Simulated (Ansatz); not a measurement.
**Single-point calculation, with input and output: Ti$_{72}$O$_{144}$ (part 2 of 3)**

The same run, continued: Ti$_{72}$O$_{144}$ (P4₂/mnm, 216 atoms in the cell); DFT, HSE06, PAW, plane waves (Ansatz 0.2.0); cutoff 420 eV, 1×1×1 k-mesh, Fermi–Dirac smearing of 0.01 eV. The structure was built on a prototype by a generator.

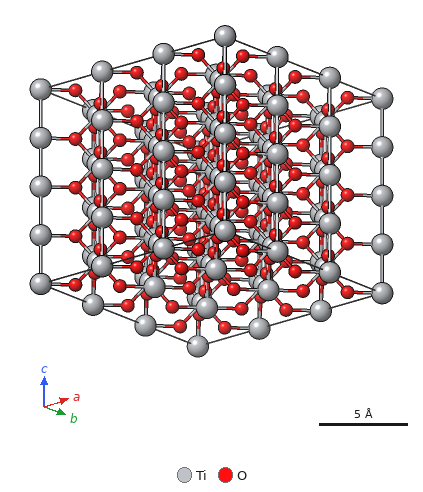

Fig. 1: The structure as given in the input (ball-and-stick view of the cell of the calculation, seen at an oblique angle).

### What the program printed, continued
```
SCF iter   1: F=—  HF=-261981.786566 eV  |F-HF|=—  |Δ(HF+E_count)|=         —  Δρ=2.20e-3  dr2=6.24e-2  ethr=1.77e-3  ⟨swp⟩=5.0  Hψ=4350  notcnv=0
preconditioner: auto → none  [insulator: Δε(μ)=2.061 eV  Ē_g=9.486 eV  σ=0.010 eV  W_gap=1.00  n_scr=684 (ndim 8)  ℏωp=26.7 eV  f_vac=0.017  D(μ)=0.00/eV (n_scr^D=0)]
SCF iter   2: F=—  HF=-261981.851272 eV  |F-HF|=—  |Δ(HF+E_count)|=   6.47e-2  Δρ=2.04e-3  dr2=7.57e-2  ethr=3.61e-6  ⟨swp⟩=6.0  Hψ=3594  notcnv=0
SCF iter   3: F=—  HF=-261981.848211 eV  |F-HF|=—  |Δ(HF+E_count)|=   3.06e-3  Δρ=9.85e-4  dr2=1.80e-2  ethr=3.61e-6  ⟨swp⟩=4.0  Hψ=3035  notcnv=0
SCF iter   4: F=—  HF=-261981.851948 eV  |F-HF|=—  |Δ(HF+E_count)|=   3.74e-3  Δρ=3.90e-4  dr2=2.46e-3  ethr=1.04e-6  ⟨swp⟩=3.0  Hψ=2001  notcnv=0
SCF iter   5: F=-261981.853360 eV  HF=-261981.853522 eV  |F-HF|=1.62e-4  |Δ(HF+E_count)|=   1.57e-3  Δρ=1.01e-4  dr2=3.01e-4  ethr=1.42e-7  ⟨swp⟩=4.0  Hψ=2974  notcnv=0
SCF 1 stopped early in 5 iterations: F = -261981.853360 eV  dr2 = 3.01e-4
  greatest PAW one-centre occupation: 0.999 electrons in one spin orbital (limit 2), on the Ti atom at site 18 (counted from 0), in its partial waves of l = 0
Initial density: handed on by an earlier stage of this run
Initial wavefunctions: those handed on with the density
Functional: x = pbe(κ = 0.804, μ = 0.2195149727645171) + 0.25 (exact − pbe) at short range (hse, ω = 0.20786987370883472 Å⁻¹), c = pbe(β = 0.06672455060314922); HSE06 as pw.x's `hse` composes it (authors' and Libxc's form: `xc: wpbeh`)
Exchange kernel: α = 0.2500, screened, ω = 0.2079 Å⁻¹, Wigner–Seitz truncation, v(0) = 999.8674 eV·Å³, q-mesh 1×1×1, nearest image of the exchange supercell L = 11.76 Å, pair-density grid 72×72×60, without the augmentation charges, whose exchange is taken in its separable form (sized by the pseudopotential files, 96×96×80 at the most), smooth part of the exchange summed in real space on grids 78×7
Frozen-core exchange: fock
SCF iter   1: F=—  HF=-261939.120074 eV  |F-HF|=—  |Δ(HF+E_count)|=         —  Δρ=3.61e-2  dr2=4.03e1  ethr=1.74e-7  ⟨swp⟩=7.0  Hψ=6077  notcnv=0
preconditioner: auto → none  [insulator: Δε(μ)=4.430 eV  Ē_g=12.487 eV  σ=0.010 eV  W_gap=1.00  n_scr=684 (ndim 8)  ℏωp=26.7 eV  f_vac=0.018  D(μ)=0.00/eV (n_scr^D=0)]
SCF iter   2: F=—  HF=-261934.176133 eV  |F-HF|=—  |Δ(HF+E_count)|=    4.94e0  Δρ=3.64e-2  dr2=2.89e1  ethr=1.74e-7  ⟨swp⟩=7.0  Hψ=5974  notcnv=0
SCF iter   3: F=—  HF=-261928.207674 eV  |F-HF|=—  |Δ(HF+E_count)|=    5.97e0  Δρ=4.99e-3  dr2=7.65e-1  ethr=1.74e-7  ⟨swp⟩=7.0  Hψ=5473  notcnv=0
SCF iter   4: F=—  HF=-261929.921692 eV  |F-HF|=—  |Δ(HF+E_count)|=    1.71e0  Δρ=4.10e-3  dr2=5.08e-1  ethr=1.74e-7  ⟨swp⟩=6.0  Hψ=4913  notcnv=0
SCF iter   5: F=—  HF=-261929.793350 eV  |F-HF|=—  |Δ(HF+E_count)|=   1.28e-1  Δρ=8.00e-4  dr2=5.86e-3  ethr=1.74e-7  ⟨swp⟩=5.0  Hψ=4791  notcnv=0
SCF iter   6: F=—  HF=-261929.812542 eV  |F-HF|=—  |Δ(HF+E_count)|=   1.92e-2  Δρ=3.03e-4  dr2=2.02e-3  ethr=1.74e-7  ⟨swp⟩=5.0  Hψ=3919  notcnv=0
SCF iter   7: F=—  HF=-261929.812701 eV  |F-HF|=—  |Δ(HF+E_count)|=   1.59e-4  Δρ=2.32e-4  dr2=2.91e-3  ethr=1.14e-7  ⟨swp⟩=5.0  Hψ=3039  notcnv=0
iter 8 solved again at ethr=3.37e-9 eV; its pass at ethr=1.14e-7 eV (dr2=5.82e-5 eV) is discarded
SCF iter   8: F=-261929.812023 eV  HF=-261929.812073 eV  |F-HF|=5.07e-5  |Δ(HF+E_count)|=   6.28e-4  Δρ=4.98e-5  dr2=1.04e-4  ethr=3.37e-9  ⟨swp⟩=4.0  Hψ=4736  notcnv=0
SCF 2 stopped early in 8 iterations: F = -261929.812023 eV  dr2 = 1.04e-4
  Residual-converged pass: ⟨swp⟩=4.0  Hψ=2809  notcnv=0  max |occ|·‖R‖ = 6.6e-6 eV (tolerance 6.7e-6 eV)  dr2=9.99e-5  dr2_onsite=5.25e-6  max |Δocc| = 0.0e0
  greatest PAW one-centre occupation: 1.000 electrons in one spin orbital (limit 2), on the Ti atom at site 1 (counted from 0), in its partial waves of l = 0
hybrid outer 1: dexx = +1.958e0 eV, tail = 3.23e-3 eV
SCF iter   1: F=—  HF=-261929.772597 eV  |F-HF|=—  |Δ(HF+E_count)|=         —  Δρ=1.34e-4  dr2=2.97e-4  ethr=9.34e-7  ⟨swp⟩=7.0  Hψ=2894  notcnv=0
preconditioner: auto → none  [insulator: Δε(μ)=3.585 eV  Ē_g=11.737 eV  σ=0.010 eV  W_gap=1.00  n_scr=684 (ndim 8)  ℏωp=26.7 eV  f_vac=0.020  D(μ)=0.00/eV (n_scr^D=0)]
SCF iter   2: F=—  HF=-261929.772538 eV  |F-HF|=—  |Δ(HF+E_count)|=   5.92e-5  Δρ=3.71e-5  dr2=3.04e-5  ethr=1.61e-8  ⟨swp⟩=4.0  Hψ=2687  notcnv=0
SCF iter   3: F=—  HF=-261929.772627 eV  |F-HF|=—  |Δ(HF+E_count)|=   8.89e-5  Δρ=1.99e-5  dr2=6.25e-6  ethr=1.23e-9  ⟨swp⟩=5.0  Hψ=3770  notcnv=0
SCF iter   4: F=—  HF=-261929.772626 eV  |F-HF|=—  |Δ(HF+E_count)|=   7.25e-7  Δρ=7.83e-6  dr2=3.57e-6  ethr=3.37e-10  ⟨swp⟩=4.0  Hψ=2574  notcnv=0
SCF iter   5: F=—  HF=-261929.772625 eV  |F-HF|=—  |Δ(HF+E_count)|=   6.65e-7  Δρ=2.61e-6  dr2=5.20e-7  ethr=1.82e-10  ⟨swp⟩=3.0  Hψ=2272  notcnv=0
SCF iter   6: F=—  HF=-261929.772630 eV  |F-HF|=—  |Δ(HF+E_count)|=   4.46e-6  Δρ=6.46e-6  dr2=7.26e-7  ethr=1.27e-11 (applied; sched 8.68e-12)  ⟨swp⟩=7.0  Hψ=4046  notcnv=0
SCF iter   7: F=—  HF=-261929.772630 eV  |F-HF|=—  |Δ(HF+E_count)|=   1.83e-7  Δρ=1.81e-6  dr2=1.34e-7  ethr=2.80e-11 (applied; sched 8.68e-12)  ⟨swp⟩=4.0  Hψ=2384  notcnv=0
SCF iter   8: F=-261929.772630 eV  HF=-261929.772630 eV  |F-HF|=4.30e-8  |Δ(HF+E_count)|=   3.48e-7  Δρ=2.06e-6  dr2=5.55e-8  ethr=1.27e-11 (applied; sched 3.66e-12)  ⟨swp⟩=8.0  Hψ=3212  notcnv=0
SCF 3 converged in 8 iterations: F = -261929.772630 eV  dr2 = 5.55e-8
  Residual-converged pass: ⟨swp⟩=2.0  Hψ=1944  notcnv=0  max |occ|·‖R‖ = 1.7e-6 eV (tolerance 4.6e-6 eV)  dr2=5.55e-8  dr2_onsite=8.05e-9  max |Δocc| = 0.0e0
  greatest PAW one-centre occupation: 1.000 electrons in one spin orbital (limit 2), on the Ti atom at site 19 (counted from 0), in its partial waves of l = 0
```

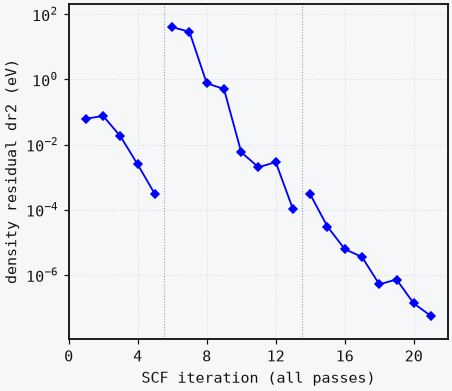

Fig. 2: Convergence of the self-consistent field: density residual dr2 against the SCF iteration. The run starts with a semilocal functional; after that each stretch between dotted lines is one SCF of the hybrid functional between two exact rebuilds of the exchange operator by the outer loop. Early passes are stopped at a loose threshold. The passes take 5, 8 and 8 iterations.

```
hybrid outer 2: dexx = +1.217e-4 eV, tail = 8.28e-7 eV, Δε = 3.12e-3 eV (about 5.51e-5 eV left of the loop's levels), ΔF = 8.43e-3 eV/Å (tail 7.11e-4)
NSCF: frozen V_eff on 1 k-points
hybrid SCF converged: 2 outer / 16 inner (+5 warm-up), last move |dexx| = 1.22e-4 eV, tail = 8.28e-7 eV
Stability not checked: this state was not tested for a lower state beside it, because the functional holds exact exchange (a hybrid, or Hartree-Fock), whose exchange loop this test does not read (fock_operator; see scf.lower_state_search)
Free energy (F): -261929.772634 eV
Harris-Foulkes:  -261929.772634 eV  (|F-HF|=4.30e-8)
Internal energy: -261929.772634 eV  (E = F + TS)
E sigma→0 (E₀):  -261929.772634 eV
Fermi energy:    9.996759 eV
--- Per-component energies (eV) ---
  E_band       = -18034.794854
  E_kinetic    = 45032.127656
  E_local      = -109941.314027  (includes V_loc(G=0)·N_el)
  E_nonlocal   = 6671.615431
  E_hartree    = 41703.787184
  E_xc         = -14289.478206
  E_vxc        = -17940.538539  (∫ρ·V_xc dr)
  E_exx        = -5657.792861  (= α·E_x^exact, valence–valence)
  E_paw        = -95702.934037  (= ΣΔE_a)
  E_vpaw       = -13949.040292  (= ΣTr[D̂ρ^β])
  E_aug_tail   = 0.360192  (compensation charges beyond the density's cutoff)
  E_ewald      = -129729.925415
  E_core_change = -16.218560  (= ΣΔE_core)
  E_smearing   = -0.000000  (= −TS)
  E_closure    = 0.000009  (closes the sum)
  Σ components = -261929.772634   (vs F -261929.772634, Δ=2.91e-11)
--- Forces (eV/Å), atoms counted from 1 ---
  atom   1  Ti    -0.00001290     0.00001840     0.00000503
  atom   2  Ti    -0.00000540     0.00002770     0.00004034
  atom   3  Ti    -0.00001715     0.00001550    -0.00000806
  atom   4  Ti    -0.00000945     0.00002284    -0.00004490
  atom   5  Ti    -0.00002772     0.00035196    -0.00000560
  atom   6  Ti    -0.00004633     0.00035270     0.00006037
  atom   7  Ti    -0.00001183     0.00035352    -0.00003217
  atom   8  Ti    -0.00001630     0.00034646    -0.00002579
  atom   9  Ti     0.00002415    -0.00035966    -0.00000410
  atom  10  Ti     0.00001273    -0.00036189     0.00002442
  atom  11  Ti     0.00001851    -0.00034760     0.00002313
  atom  12  Ti     0.00002194    -0.00036263    -0.00004999
  atom  13  Ti     0.00038202    -0.00007083     0.00000862
  atom  14  Ti     0.00038294    -0.00005465     0.00004955
  atom  15  Ti     0.00037837    -0.00005600     0.00001548
  atom  16  Ti     0.00039395    -0.00006192    -0.00007125
  atom  17  Ti     0.00033996     0.00035115    -0.00000528
  atom  18  Ti     0.00032976     0.00034100     0.00005430
  atom  19  Ti     0.00033505     0.00034587    -0.00000309
  atom  20  Ti     0.00032680     0.00035074    -0.00003963
  atom  21  Ti     0.00041389    -0.00039716    -0.00001555
  atom  22  Ti     0.00041823    -0.00039800     0.00002888
  atom  23  Ti     0.00041779    -0.00039238     0.00003577
  atom  24  Ti     0.00041217    -0.00037873    -0.00005178
  atom  25  Ti    -0.00033868     0.00001603     0.00000025
  atom  26  Ti    -0.00034006     0.00002600     0.00002545
  atom  27  Ti    -0.00036107     0.00002401    -0.00000717
  atom  28  Ti    -0.00035749     0.00001218    -0.00002350
  atom  29  Ti    -0.00038733     0.00040707    -0.00000393
  atom  30  Ti    -0.00039313     0.00040629     0.00004428
  atom  31  Ti    -0.00040424     0.00041257    -0.00001115
  atom  32  Ti    -0.00040768     0.00040632    -0.00003365
  atom  33  Ti    -0.00034976    -0.00034329     0.00001221
  atom  34  Ti    -0.00033812    -0.00034855     0.00003587
  atom  35  Ti    -0.00035209    -0.00033943     0.00001827
  atom  36  Ti    -0.00034851    -0.00033637    -0.00006954
  atom  37  Ti    -0.00041195    -0.00040880     0.00004583
  atom  38  Ti    -0.00039221    -0.00038963     0.00002422
  atom  39  Ti    -0.00038349    -0.00038201    -0.00000428
  atom  40  Ti    -0.00040987    -0.00038956    -0.00005892
  atom  41  Ti    -0.00036989    -0.00001446     0.00001922
  atom  42  Ti    -0.00035170    -0.00002829     0.00003364
  atom  43  Ti    -0.00036837    -0.00002408    -0.00002374
  atom  44  Ti    -0.00036725    -0.00002020    -0.00002790
  atom  45  Ti    -0.00033712     0.00038919     0.00003096
  atom  46  Ti    -0.00033034     0.00037790     0.00001766
  atom  47  Ti    -0.00033539     0.00036638    -0.00002797
  atom  48  Ti    -0.00033500     0.00036254    -0.00001931
  atom  49  Ti    -0.00001749    -0.00037407     0.00004840
  atom  50  Ti    -0.00002301    -0.00037062     0.00002231
  atom  51  Ti    -0.00002367    -0.00036380    -0.00002148
  atom  52  Ti    -0.00001930    -0.00037687    -0.00005595
  atom  53  Ti     0.00001394     0.00002784     0.00002552
  atom  54  Ti     0.00001721     0.00001475     0.00003537
  atom  55  Ti     0.00000752     0.00002901    -0.00002795
  atom  56  Ti     0.00001264     0.00003182    -0.00002673
  atom  57  Ti     0.00000026     0.00036263     0.00002794
  atom  58  Ti    -0.00000012     0.00036184     0.00004076
  atom  59  Ti    -0.00000357     0.00035828    -0.00001549
  atom  60  Ti    -0.00000387     0.00035603    -0.00005265
  atom  61  Ti     0.00036372    -0.00037115     0.00003673
  atom  62  Ti     0.00035914    -0.00037038     0.00001254
  atom  63  Ti     0.00035140    -0.00037859    -0.00002030
  atom  64  Ti     0.00035777    -0.00037460    -0.00002877
  atom  65  Ti     0.00035742     0.00002463     0.00002459
  atom  66  Ti     0.00036968     0.00001140     0.00000551
  atom  67  Ti     0.00035781     0.00004257    -0.00000856
  atom  68  Ti     0.00036955     0.00002870    -0.00002897
  atom  69  Ti     0.00037978     0.00039652     0.00003294
  atom  70  Ti     0.00037247     0.00038656     0.00001857
  atom  71  Ti     0.00038858     0.00038163    -0.00001524
  atom  72  Ti     0.00037681     0.00039184    -0.00003389
  atom  73  O      0.09434038     0.09433205    -0.00044841
  atom  74  O      0.09433550     0.09433797    -0.00044716
  atom  75  O      0.09432227     0.09431824    -0.00043571
  atom  76  O      0.09433320     0.09432309    -0.00046849
  atom  77  O      0.09416631     0.09401594    -0.00042559
  atom  78  O      0.09417533     0.09402767    -0.00044508
  atom  79  O      0.09417099     0.09402948    -0.00045962
  atom  80  O      0.09415341     0.09401689    -0.00047062
  atom  81  O      0.09425659     0.09419697    -0.00045470
  atom  82  O      0.09423045     0.09416699    -0.00043283
  atom  83  O      0.09420709     0.09413863    -0.00048574
  atom  84  O      0.09422423     0.09417493    -0.00042732
  atom  85  O      0.09403482     0.09418077    -0.00045361
  atom  86  O      0.09404007     0.09418000    -0.00045157
  atom  87  O      0.09402212     0.09417151    -0.00042806
  atom  88  O      0.09403699     0.09418230    -0.00046261
  atom  89  O      0.09384400     0.09383957    -0.00044907
  atom  90  O      0.09384920     0.09384810    -0.00042521
  atom  91  O      0.09384058     0.09385418    -0.00046960
  atom  92  O      0.09384604     0.09384071    -0.00045525
  atom  93  O      0.09392582     0.09399780    -0.00044928
  atom  94  O      0.09392610     0.09401029    -0.00043389
  atom  95  O      0.09391669     0.09399363    -0.00047590
  atom  96  O      0.09390591     0.09398226    -0.00043505
  atom  97  O      0.09414666     0.09422701    -0.00044138
  atom  98  O      0.09415970     0.09423081    -0.00044399
  atom  99  O      0.09416574     0.09423781    -0.00043227
  atom 100  O      0.09417012     0.09424540    -0.00047930
  atom 101  O      0.09399921     0.09390828    -0.00047120
  atom 102  O      0.09397410     0.09388621    -0.00046194
  atom 103  O      0.09398858     0.09389039    -0.00041471
  atom 104  O      0.09398934     0.09390174    -0.00044849
  atom 105  O      0.09406482     0.09407169    -0.00045573
  atom 106  O      0.09405013     0.09406729    -0.00043609
  atom 107  O      0.09404020     0.09405239    -0.00045864
  atom 108  O      0.09404176     0.09405068    -0.00044802
  atom 109  O     -0.09405721    -0.09406807     0.00045185
  atom 110  O     -0.09405214    -0.09404966     0.00044118
  atom 111  O     -0.09405699    -0.09406298     0.00045970
  atom 112  O     -0.09406023    -0.09407162     0.00043414
  atom 113  O     -0.09399270    -0.09390957     0.00046712
  atom 114  O     -0.09401525    -0.09393230     0.00046556
  atom 115  O     -0.09400361    -0.09392132     0.00043291
  atom 116  O     -0.09398047    -0.09389684     0.00043130
  atom 117  O     -0.09418521    -0.09424142     0.00043706
  atom 118  O     -0.09419391    -0.09426220     0.00046779
  atom 119  O     -0.09416564    -0.09422298     0.00042543
  atom 120  O     -0.09417702    -0.09422217     0.00047186
  atom 121  O     -0.09393318    -0.09401920     0.00045170
  atom 122  O     -0.09392095    -0.09400324     0.00044091
  atom 123  O     -0.09392549    -0.09401087     0.00047132
  atom 124  O     -0.09392691    -0.09400158     0.00043016
  atom 125  O     -0.09386274    -0.09384941     0.00044638
  atom 126  O     -0.09386689    -0.09385782     0.00047408
  atom 127  O     -0.09384004    -0.09383899     0.00042345
  atom 128  O     -0.09383505    -0.09383464     0.00045362
  atom 129  O     -0.09400272    -0.09415332     0.00044815
  atom 130  O     -0.09401533    -0.09416718     0.00046818
  atom 131  O     -0.09400360    -0.09415723     0.00042669
  atom 132  O     -0.09401044    -0.09416098     0.00045421
  atom 133  O     -0.09423570    -0.09416019     0.00045625
  atom 134  O     -0.09422781    -0.09416509     0.00044564
  atom 135  O     -0.09422647    -0.09416408     0.00047465
  atom 136  O     -0.09422945    -0.09416321     0.00042215
  atom 137  O     -0.09417677    -0.09403623     0.00042713
  atom 138  O     -0.09413311    -0.09398891     0.00044260
  atom 139  O     -0.09412325    -0.09397982     0.00047518
  atom 140  O     -0.09417133    -0.09403865     0.00045433
  atom 141  O     -0.09433266    -0.09433575     0.00044527
  atom 142  O     -0.09433527    -0.09433574     0.00046844
  atom 143  O     -0.09432410    -0.09432519     0.00044562
  atom 144  O     -0.09432378    -0.09432425     0.00043646
  atom 145  O     -0.09313815     0.09322920     0.00005149
  atom 146  O     -0.09315413     0.09323735    -0.00002538
  atom 147  O     -0.09316214     0.09322800     0.00002287
  atom 148  O     -0.09314876     0.09322678    -0.00004912
  atom 149  O     -0.09324278     0.09339040     0.00008092
  atom 150  O     -0.09325442     0.09340766    -0.00002206
  atom 151  O     -0.09326752     0.09341352     0.00000530
```
